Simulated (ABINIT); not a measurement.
## Run report: WS, geometry relaxation (part 1 of 2)

WS (Pm-3m, 2 atoms in the cell), computed with Kohn-Sham DFT of a periodic cell, LDA, PseudoDojo NC SR LDA v0.4.1 standard, no spin polarisation (ABINIT 10.8.3).

The structure was built on a prototype by a generator; it need not be a known phase.

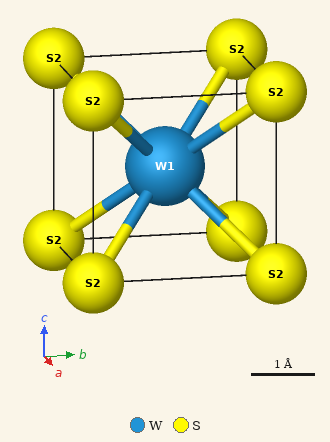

**Figure 1.** The input geometry (ball-and-stick view of the cell of the calculation, seen slightly off an axis; atoms are numbered from 1 in the order of the input). An atom can appear more than once, as a periodic image. Near neighbours in the periodic cell (some may lie outside the picture): W has 8 S at 2.60 Å; S has 8 W at 2.60 Å.

### Input
```
# Pseudopotentials
pp_dirpath "./"
pseudos "W.upf, S.upf"

# Structure
acell 3*1.0
rprim
     5.6840883130     0.0000000000     0.0000000000
     0.0000000000     5.6840883130     0.0000000000
     0.0000000000     0.0000000000     5.6840883130
ntypat 2
znucl 74 16
natom 2
typat 1 2
chkprim 0
chksymtnons 0
tolsym 1.0e-6
xred
            1/2            1/2            1/2
            0.0            0.0            0.0

# Plane-wave basis
ecut 952.398519 eV
ecutsm 0.5

# k points
kptopt 1
ngkpt 7 7 7
nshiftk 1
shiftk 0.0 0.0 0.0

# Exchange and correlation
ixc 7

# Bands and occupations
nband 14
occopt 3
tsmear 0.00183747

# SCF cycle
nstep 80
tolvrs 1.0e-12

# Output
iomode 3
prteig 0
prtebands 0
prtwf 0
prtden 0

# Relaxation
ionmov 2
optcell 2
ntime 50
tolmxf 2.0e-5
dilatmx 1.08
```

Run as:
```bash
mpirun --bind-to none -np 4 abinit run.abi > log 2>&1
```

### The program's output
```
.Version 10.8.3 of ABINIT
 Symmetries : space group Pm -3 m (#221); Bravais cP (primitive cubic)
================================================================================
 Values of the parameters that define the memory need of the present run
     intxc =       0    ionmov =       2      iscf =       7    lmnmax =       8
     lnmax =       8     mgfft =      36  mpssoang =       4    mqgrid =    3001
     natom =       2  nloc_mem =       1    nspden =       1   nspinor =       1
    nsppol =       1      nsym =      48    n1xccc =    2501    ntypat =       2
    occopt =       3   xclevel =       1
       mpw =        2302          nfft =       46656          nkpt =          20
================================================================================
================================================================================

--------------------------------------------------------------------------------
------------- Echo of variables that govern the present computation ------------
--------------------------------------------------------------------------------
 -outvars: echo values of preprocessed input variables --------
            acell      1.0000000000E+00  1.0000000000E+00  1.0000000000E+00 Bohr
              amu      1.83850000E+02  3.20660000E+01
          chkprim           0
      chksymtnons           0
          dilatmx      1.08000000E+00
             ecut      3.50000000E+01 Hartree
           ecutsm      5.00000000E-01 Hartree
           ionmov           2
              ixc           7
         kptrlatt        7    0    0      0    7    0      0    0    7
          kptrlen      3.97886182E+01
            natom           2
            nband          14
            ngfft          36      36      36
             nkpt          20
            nstep          80
             nsym          48
            ntime          50
           ntypat           2
           occopt           3
          optcell           2
           prtden           0
        prtebands           0
           prteig           0
            prtwf           0
            rprim      5.6840883130E+00  0.0000000000E+00  0.0000000000E+00
                       0.0000000000E+00  5.6840883130E+00  0.0000000000E+00
                       0.0000000000E+00  0.0000000000E+00  5.6840883130E+00
          spgroup         221
           tolmxf      2.00000000E-05
           tolsym      1.00000000E-06
           tolvrs      1.00000000E-12
           tsmear      1.83747000E-03 Hartree
            typat      1  2
           xangst      1.5039449990E+00  1.5039449990E+00  1.5039449990E+00
                       0.0000000000E+00  0.0000000000E+00  0.0000000000E+00
            xcart      2.8420441565E+00  2.8420441565E+00  2.8420441565E+00
                       0.0000000000E+00  0.0000000000E+00  0.0000000000E+00
             xred      5.0000000000E-01  5.0000000000E-01  5.0000000000E-01
                       0.0000000000E+00  0.0000000000E+00  0.0000000000E+00
            znucl       74.00000   16.00000

================================================================================

 chkinp: Checking input parameters for consistency.

================================================================================
== DATASET  1 ==================================================================

--- !DatasetInfo
iteration_state: {dtset: 1, }
dimensions: {natom: 2, nkpt: 20, mband: 14, nsppol: 1, nspinor: 1, nspden: 1, mpw: 2302, }
cutoff_energies: {ecut:  35.0, pawecutdg:  -1.0, }
electrons: {nelect:   2.00000000E+01, charge:   0.00000000E+00, occopt:   3.00000000E+00, tsmear:   1.83747000E-03, }
meta: {optdriver: 0, ionmov: 2, optcell: 2, iscf: 7, paral_kgb: 0, }
...

 Exchange-correlation functional for the present dataset will be:
  LDA: Perdew-Wang 92 LSD fit to Ceperley-Alder data - ixc=7
  J.P.Perdew and Y.Wang, PRB 45, 13244 (1992)

 Real(R)+Recip(G) space primitive vectors, cartesian coordinates (Bohr,Bohr^-1):
 R(1)=  5.6840883  0.0000000  0.0000000  G(1)=  0.1759297  0.0000000  0.0000000
 R(2)=  0.0000000  5.6840883  0.0000000  G(2)=  0.0000000  0.1759297  0.0000000
 R(3)=  0.0000000  0.0000000  5.6840883  G(3)=  0.0000000  0.0000000  0.1759297
 Unit cell volume ucvol=  1.8364641E+02 bohr^3
 Angles (23,13,12)=  9.00000000E+01  9.00000000E+01  9.00000000E+01 degrees

 getcut: wavevector=  0.0000  0.0000  0.0000  ngfft=  36  36  36
         ecut(hartree)=     40.824   => boxcut(ratio)=   2.20201

 getcut : COMMENT -
  Note that boxcut > 2.2 ; recall that boxcut=Gcut(box)/Gcut(sphere) = 2
  is sufficient for exact treatment of convolution.
  Such a large boxcut is a waste : you could raise ecut
  e.g. ecut=   49.487228 Hartrees makes boxcut=2

--- Pseudopotential description ------------------------------------------------
- pspini: atom type   1  psp file is ./W.upf
  74.00000  14.00000  180309                  znucl, zion, pspdat
12 -1012 3 -1 1380                            pspcod,pspxc,lmax,lloc,mmax
     nproj     2     2     2     2

- pspini: atom type   2  psp file is ./S.upf
  16.00000   6.00000  180309                  znucl, zion, pspdat
12 -1012 2 -1 1132                            pspcod,pspxc,lmax,lloc,mmax
     nproj     2     2     2     0

   3.98450893E+02                                ecore*ucvol(ha*bohr**3)
--------------------------------------------------------------------------------

================================================================================

=== [ionmov= 2] Broyden-Fletcher-Goldfarb-Shanno method (forces)
================================================================================

--- Iteration: ( 1/50) Internal Cycle: (1/1)
--------------------------------------------------------------------------------

---SELF-CONSISTENT-FIELD CONVERGENCE--------------------------------------------

--- !BeginCycle
iteration_state: {dtset: 1, itime: 1, icycle: 1, }
solver: {iscf: 7, nstep: 80, nline: 4, wfoptalg: 0, }
tolerances: {tolvrs: 1.00E-12, }
...

     iter   Etot(hartree)      deltaE(h)  residm     vres2
 ETOT  1  -86.924690727167    -8.692E+01 1.254E-01 1.400E+01
 ETOT  2  -86.979838515288    -5.515E-02 1.568E-02 1.428E+01
 ETOT  3  -86.982054424742    -2.216E-03 3.212E-03 1.822E-01
 ETOT  4  -86.982084087097    -2.966E-05 5.763E-04 3.932E-03
 ETOT  5  -86.982084700131    -6.130E-07 3.581E-04 3.836E-06
 ETOT  6  -86.982084700838    -7.070E-10 9.680E-05 1.378E-07
 ETOT  7  -86.982084700863    -2.497E-11 3.514E-05 3.216E-10
 ETOT  8  -86.982084700862     1.108E-12 9.975E-05 2.364E-12
 ETOT  9  -86.982084700863    -1.705E-12 1.788E-05 5.246E-15

 At SCF step    9       vres2   =  5.25E-15 < tolvrs=  1.00E-12 =>converged.

 Cartesian components of stress tensor (hartree/bohr^3)
  sigma(1 1)=  4.03602764E-04  sigma(3 2)=  0.00000000E+00
  sigma(2 2)=  4.03602764E-04  sigma(3 1)=  0.00000000E+00
  sigma(3 3)=  4.03602764E-04  sigma(2 1)=  0.00000000E+00

--- !ResultsGS
iteration_state: {dtset: 1, itime: 1, icycle: 1, }
comment   : Summary of ground state results
lattice_vectors:
- [  5.6840883,   0.0000000,   0.0000000, ]
- [  0.0000000,   5.6840883,   0.0000000, ]
- [  0.0000000,   0.0000000,   5.6840883, ]
lattice_lengths: [   5.68409,    5.68409,    5.68409, ]
lattice_angles: [ 90.000,  90.000,  90.000, ] # degrees, (23, 13, 12)
lattice_volume:   1.8364641E+02
convergence: {deltae: -1.705E-12, res2:  5.246E-15, residm:  1.788E-05, diffor: null, }
etotal    :  -8.69820847E+01
entropy   :   0.00000000E+00
fermie    :   6.18103010E-01
cartesian_stress_tensor: # hartree/bohr^3
- [  4.03602764E-04,   0.00000000E+00,   0.00000000E+00, ]
- [  0.00000000E+00,   4.03602764E-04,   0.00000000E+00, ]
- [  0.00000000E+00,   0.00000000E+00,   4.03602764E-04, ]
pressure_GPa:  -1.1874E+01
xred      :
- [  5.0000E-01,   5.0000E-01,   5.0000E-01,  W]
- [  0.0000E+00,   0.0000E+00,   0.0000E+00,  S]
cartesian_forces: # hartree/bohr
- [ -0.00000000E+00,  -0.00000000E+00,  -0.00000000E+00, ]
- [ -0.00000000E+00,  -0.00000000E+00,  -0.00000000E+00, ]
force_length_stats: {min:   0.00000000E+00, max:   0.00000000E+00, mean:   0.00000000E+00, }
...

 Integrated electronic density in atomic spheres:
 ------------------------------------------------
 Atom  Sphere_radius  Integrated_density
    1        2.00000         10.20660250
    2        2.00000          3.94966760

---OUTPUT-----------------------------------------------------------------------

 Cartesian coordinates (xcart) [bohr]
  2.84204415650000E+00  2.84204415650000E+00  2.84204415650000E+00
  0.00000000000000E+00  0.00000000000000E+00  0.00000000000000E+00
 Reduced coordinates (xred)
  5.00000000000000E-01  5.00000000000000E-01  5.00000000000000E-01
  0.00000000000000E+00  0.00000000000000E+00  0.00000000000000E+00
 Cartesian forces (fcart) [Ha/bohr]; max,rms= 0.00000E+00 0.00000E+00 (free atoms)
 -0.00000000000000E+00 -0.00000000000000E+00 -0.00000000000000E+00
 -0.00000000000000E+00 -0.00000000000000E+00 -0.00000000000000E+00
 Gradient of E wrt nuclear positions in reduced coordinates (gred)
  0.00000000000000E+00  0.00000000000000E+00  0.00000000000000E+00
  0.00000000000000E+00  0.00000000000000E+00  0.00000000000000E+00
 Scale of Primitive Cell (acell) [bohr]
  1.00000000000000E+00  1.00000000000000E+00  1.00000000000000E+00
 Real space primitive translations (rprimd) [bohr]
  5.68408831300000E+00  0.00000000000000E+00  0.00000000000000E+00
  0.00000000000000E+00  5.68408831300000E+00  0.00000000000000E+00
  0.00000000000000E+00  0.00000000000000E+00  5.68408831300000E+00
 Unitary Cell Volume (ucvol) [Bohr^3]=  1.83646413248053E+02
 Angles (23,13,12)= [degrees]
  9.00000000000000E+01  9.00000000000000E+01  9.00000000000000E+01
 Lengths [Bohr]
  5.68408831300000E+00  5.68408831300000E+00  5.68408831300000E+00
 Stress tensor in cartesian coordinates (strten) [Ha/bohr^3]
  4.03602763966095E-04  0.00000000000000E+00  0.00000000000000E+00
  0.00000000000000E+00  4.03602763966077E-04  0.00000000000000E+00
  0.00000000000000E+00  0.00000000000000E+00  4.03602763966081E-04
 Total energy (etotal) [Ha]= -8.69820847008635E+01

--- Iteration: ( 2/50) Internal Cycle: (1/1)
--------------------------------------------------------------------------------

---SELF-CONSISTENT-FIELD CONVERGENCE--------------------------------------------

--- !BeginCycle
iteration_state: {dtset: 1, itime: 2, icycle: 1, }
solver: {iscf: 7, nstep: 80, nline: 4, wfoptalg: 0, }
tolerances: {tolvrs: 1.00E-12, }
...

     iter   Etot(hartree)      deltaE(h)  residm     vres2
 ETOT  1  -86.957002821597    -8.696E+01 7.520E-04 1.758E+02
 ETOT  2  -86.959172960206    -2.170E-03 2.761E-04 1.669E+02
 ETOT  3  -86.983773794324    -2.460E-02 1.525E-03 7.794E-02
 ETOT  4  -86.983790736439    -1.694E-05 1.039E-04 2.853E-04
 ETOT  5  -86.983790796392    -5.995E-08 1.593E-05 1.041E-05
 ETOT  6  -86.983790797945    -1.552E-09 6.777E-05 2.147E-06
 ETOT  7  -86.983790798274    -3.291E-10 1.337E-05 1.181E-08
 ETOT  8  -86.983790798273     4.121E-13 5.833E-05 3.771E-10
 ETOT  9  -86.983790798274    -1.037E-12 1.170E-05 1.661E-12
 ETOT 10  -86.983790798273     1.236E-12 5.515E-05 2.634E-16

 At SCF step   10       vres2   =  2.63E-16 < tolvrs=  1.00E-12 =>converged.

 Cartesian components of stress tensor (hartree/bohr^3)
  sigma(1 1)=  1.03458954E-04  sigma(3 2)=  0.00000000E+00
  sigma(2 2)=  1.03458954E-04  sigma(3 1)=  0.00000000E+00
  sigma(3 3)=  1.03458954E-04  sigma(2 1)=  0.00000000E+00

--- !ResultsGS
iteration_state: {dtset: 1, itime: 2, icycle: 1, }
comment   : Summary of ground state results
lattice_vectors:
- [  5.6152649,   0.0000000,   0.0000000, ]
- [  0.0000000,   5.6152649,   0.0000000, ]
- [  0.0000000,   0.0000000,   5.6152649, ]
lattice_lengths: [   5.61526,    5.61526,    5.61526, ]
lattice_angles: [ 90.000,  90.000,  90.000, ] # degrees, (23, 13, 12)
lattice_volume:   1.7705604E+02
convergence: {deltae:  1.236E-12, res2:  2.634E-16, residm:  5.515E-05, diffor: null, }
etotal    :  -8.69837908E+01
entropy   :   0.00000000E+00
fermie    :   6.46475488E-01
cartesian_stress_tensor: # hartree/bohr^3
- [  1.03458954E-04,   0.00000000E+00,   0.00000000E+00, ]
- [  0.00000000E+00,   1.03458954E-04,   0.00000000E+00, ]
- [  0.00000000E+00,   0.00000000E+00,   1.03458954E-04, ]
pressure_GPa:  -3.0439E+00
xred      :
- [  5.0000E-01,   5.0000E-01,   5.0000E-01,  W]
- [  0.0000E+00,   0.0000E+00,   0.0000E+00,  S]
cartesian_forces: # hartree/bohr
- [ -0.00000000E+00,  -0.00000000E+00,  -0.00000000E+00, ]
- [ -0.00000000E+00,  -0.00000000E+00,  -0.00000000E+00, ]
force_length_stats: {min:   0.00000000E+00, max:   0.00000000E+00, mean:   0.00000000E+00, }
...

 Integrated electronic density in atomic spheres:
 ------------------------------------------------
 Atom  Sphere_radius  Integrated_density
    1        2.00000         10.26914904
    2        2.00000          4.02296007

---OUTPUT-----------------------------------------------------------------------
```
